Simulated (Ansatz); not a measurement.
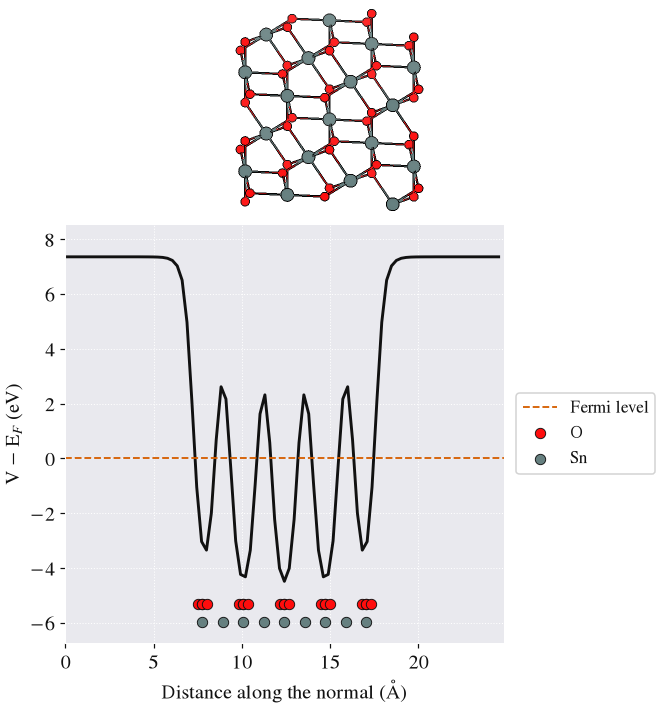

Plane-averaged electrostatic potential energy of an electron across the slab; circles at the bottom mark the heights of the atoms. The structure is drawn too.

The material is a (111) slab cut from SnO$_{2}$ (P4_2/mnm), unrelaxed, of composition Sn$_{9}$O$_{20}$ (not the bulk's), ended by O planes, 29 atoms in the cell.

Method: DFT PBEsol, scalar-relativistic, plane waves, PAW, no spin polarisation, 5×5×1 k mesh, Gaussian smearing of 0.05 eV (Ansatz).

### Read off the work function of each face.

The work function is 7.36 eV, the same on both faces. The two vacuum levels agree, so the slab has no net dipole along its normal.

### How thick are slab and vacuum?

The outermost atoms are 9.8 Å apart, which leaves 15.0 Å of vacuum in a cell 24.8 Å high.

The atoms aren't at rest in this cell (largest force 1.6 eV/Å), so the relaxed material can differ.
